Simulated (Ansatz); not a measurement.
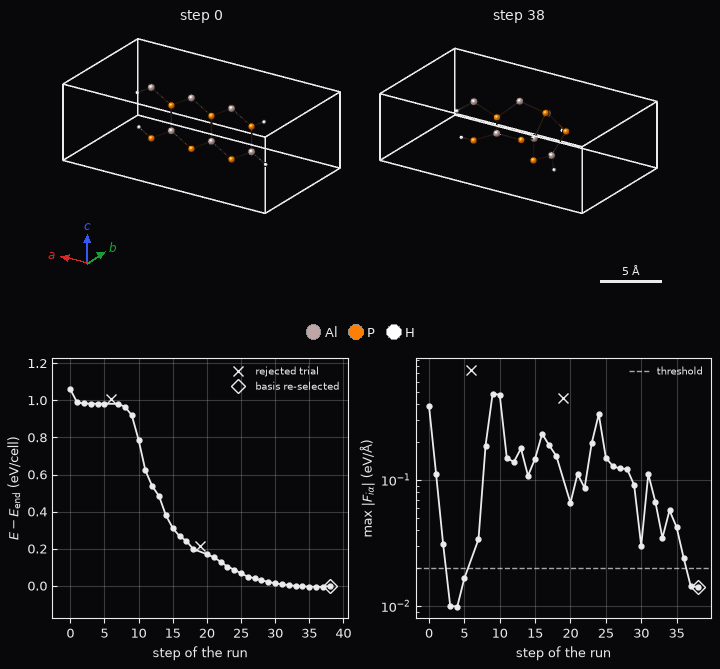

First and last geometry of a relaxation of a wire of composition Al₃P₃H₂, with the history of the run. A ball-and-stick model of the cell of the calculation, with the vacuum cut short, seen from a free direction.

Case: armchair ribbon, 6 formula units a period, edges capped with H.

Level of theory: Ansatz, DFT PBE, scalar-relativistic, plane waves, PAW. (plane-wave cutoff 420 eV; k-point mesh 1 × 1 × 5; occupations gaussian; smearing width 0.05 eV; no spin polarisation; cell relaxed at fixed a, b, alpha, beta, gamma; force threshold 0.02 eV/Å; at most 45 steps)

**Read the history and describe the run.**

It converged. Over 35 accepted moves (38 points after the start) the energy falls by 1.059 eV per cell of the calculation. Largest force component: 0.39 eV/Å at the start, 0.014 eV/Å at the end. The line search rejected the trial steps at points 6, 19 of the run. At 1 point the geometry stayed and the basis and grid were re-selected for the new cell (energy shift of 5.7 meV per cell of the calculation at most each time). The largest moves relative to the layer's centre, 2.47 Å, are those of H atoms. Largest moves by element: H 2.47 Å, P 2.25 Å, Al 1.40 Å. Along the periodic axis the drawn cell goes c 6.823 → 5.966 Å (−12.6 %). Among the contacts that change: Al–P 2.274 → 2.329 Å, Al–P 2.274 → 2.307 Å, H–P 1.420 → 1.433 Å, Al–H 1.600 → 1.593 Å. Bond angles that change, for instance: Al–P–Al 120.0° → 89.8°, Al–P–Al 120.0° → 90.8°, Al–P–H 120.0° → 94.0°. Cost: 2.4 min on 4 threads of AMD EPYC 9R45 96-Core Processor (Zen 5), with other jobs on the host, peak memory 1.4 GiB.
